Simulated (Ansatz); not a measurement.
```xyz
12
Lattice="3.5577 0.0000 0.0000 0.0000 13.6908 0.0000 0.0000 0.0000 3.5530" Properties=species:S:1:pos:R:3 pbc="T T T"
Hf    0.0000    1.4100    0.8883
Hf    1.7789    8.2554    0.8883
Hf    0.0000   12.2807    2.6648
Hf    1.7789    5.4354    2.6648
Si    0.0000    6.0584    0.8883
Si    1.7789   12.9038    0.8883
Si    0.0000    7.6323    2.6648
Si    1.7789    0.7869    2.6648
Si    0.0000   10.2667    0.8883
Si    1.7789    3.4213    0.8883
Si    0.0000    3.4241    2.6648
Si    1.7789   10.2694    2.6648
```

Space group Cmcm; changed on purpose from its base cell (volume × 0.88, shape and atoms relaxed); computed pressure about 21 GPa in this cell.

Computed with DFT PBE, scalar-relativistic, plane waves, PAW (Ansatz 0.2.0).

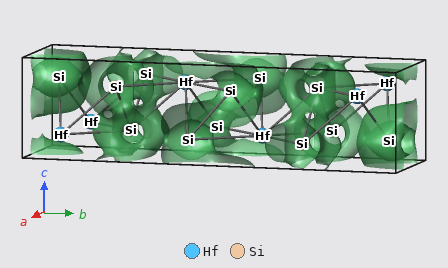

HfSi2. Isosurface of the electron localisation function at 0.6 (green), seen slightly off an axis. Core shells and regions of very low density are left out. Sticks mark near contacts.

### Where are the electrons localised?

The ELF exceeds this value in channels that run through the cell in one direction and sheets that run through the cell in two directions, counted in one cell of 12 atoms. Regions shared between cells count once. Along the contacts the grid gives the following. Si–Si (2.37 Å): the ELF peaks at about 0.70 between the atoms. Hf–Si (2.59 Å): the ELF peaks at about 0.75 in the valence shell of Si, 0.9 Å from its nucleus, and is about 0.35 at the midpoint.
